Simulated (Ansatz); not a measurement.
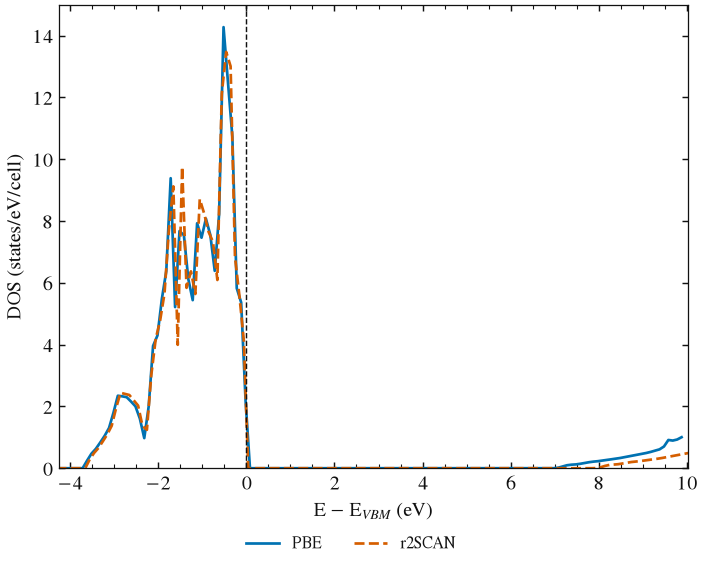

Total densities of states of KMgF₃, space group Pm-3m (No. 221), 5 atoms in the cell, by two methods on the same cell. Each is counted from its own valence-band top.

What changes from one method to the other?

PBE gives a gap of 6.96 eV and r2SCAN gives a gap of 7.88 eV.

Settings. PBE: DFT PBE, scalar-relativistic, plane waves, PAW, no spin polarisation, 6×6×6 k mesh, 420 eV cutoff (Ansatz). r2SCAN: DFT r2SCAN, scalar-relativistic, plane waves, PAW, no spin polarisation, 6×6×6 k mesh, 500 eV cutoff (Ansatz 0.2.0).
